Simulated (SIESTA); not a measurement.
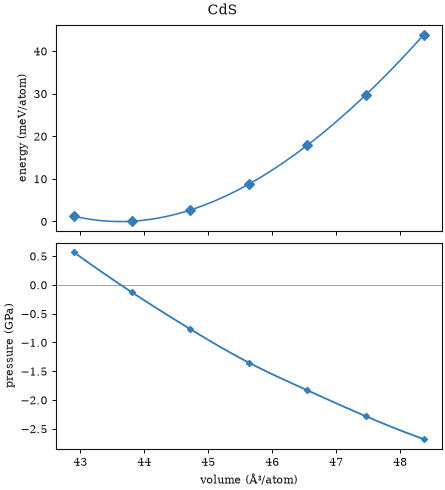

Calculation (SIESTA 5.4.2): DFT in numerical atomic orbitals with pseudopotentials, no spin polarisation; energies at scaled volumes of the given cell, shape and fractions fixed, counted from the fit's minimum, third-order Birch-Murnaghan fit. Level: PBEsol.

k mesh 7×7×5; occupations Fermi–Dirac; smearing width 0.05 eV; potentials PseudoDojo 0.4 standard, converted to PSML, two zetas on semicore shells; program settings basis DZP, mesh cutoff 800 Ry.

Cell as given: a = 4.261 Å, b = 4.261 Å, c = 5.804 Å, α = 90.00°, β = 90.00°, γ = 120.00°; 2 atoms.

Energy and pressure against volume for CdS, space group P3m1 (No. 156).

A third-order Birch–Murnaghan fit gives V0 = 43.62 Å³/atom, B0 = 33.1 GPa and B′ = 4.7. The energy is 1.29 meV/atom at volume 42.90 Å³/atom and 43.89 meV/atom at 48.37 Å³/atom; the lowest computed point is at volume 43.81 Å³/atom (0.09 meV/atom), and no other minimum shows. The pressure falls from 0.57 GPa at volume 42.90 Å³/atom to −2.68 GPa at 48.37 Å³/atom, and changes sign near 43.64 Å³/atom.

Note: mulliken charges of long orbitals; shape and atomic fractions are frozen while scaling, which makes layered, chain and framework solids too stiff.
